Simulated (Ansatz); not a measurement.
System: Ge.

```xyz
4
Lattice="4.0772 0.0000 0.0000 -2.0386 3.5310 0.0000 0.0000 0.0000 11.0662" Properties=species:S:1:pos:R:3 pbc="T T T"
Ge    2.0386    1.1770    4.5908
Ge    0.0000    2.3540   10.1239
Ge    0.0000    0.0000    5.2835
Ge    0.0000    0.0000   10.8166
```

Space group P6₃mc; a structure from a database of computed crystals, not necessarily the ambient phase; not relaxed (largest force 0.3 eV/Å); computed pressure about −2 GPa in this cell.

Method: Kohn-Sham DFT of a periodic cell, r2SCAN, Ansatz PAW in Ansatz.

Predict the valence pseudo-density and electron localisation function between the atoms.

Answer. Ge–Ge (2.45 Å): ρ at the midpoint is about 0.5 e/Å³; the ELF peaks at about 0.75 between the atoms: a shared electron pair.

Metal or insulator at this level of theory?

Answer. It is gapped, with a Kohn–Sham gap of 0.71 eV on the k-point mesh, an upper bound to the gap of this method.

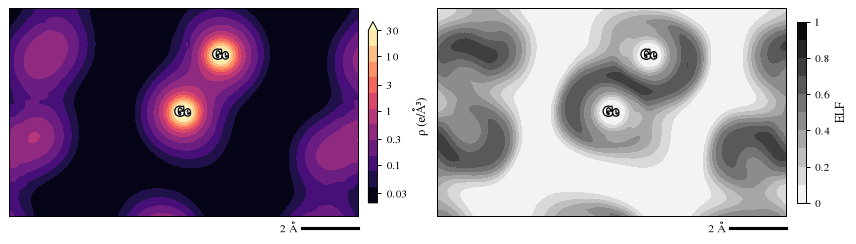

Computed valence pseudo-density and electron localisation function on the (111) plane of the conventional cell, in this order. Atoms just off the plane (Ge, 0.9 Å away) can leave unmarked features too.

In a PAW calculation such maps are meaningful between the atoms, not at the nuclei.
